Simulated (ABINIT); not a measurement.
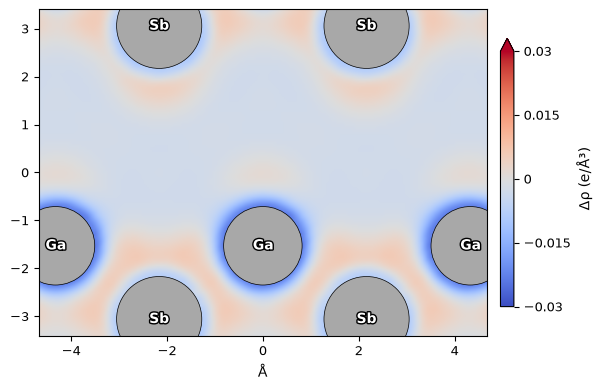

GaSb. Difference of the valence pseudo-densities of two functionals at the same geometry, on the (11̄0) plane of the calculation cell: one of OLYP and RPW86PBE less the other.

Both computed with ABINIT (plane waves, PAW), on the same k-point mesh. Grey discs cover the atomic cores.

### Which was subtracted from which, and what does the map show?

It is OLYP less RPW86PBE. Against RPW86PBE, OLYP gives less density around Ga (−0.013 e/Å³ on average at 1.0 Å from the nucleus) and a change of +0.005 e/Å³ at the midpoint of Ga–Sb.
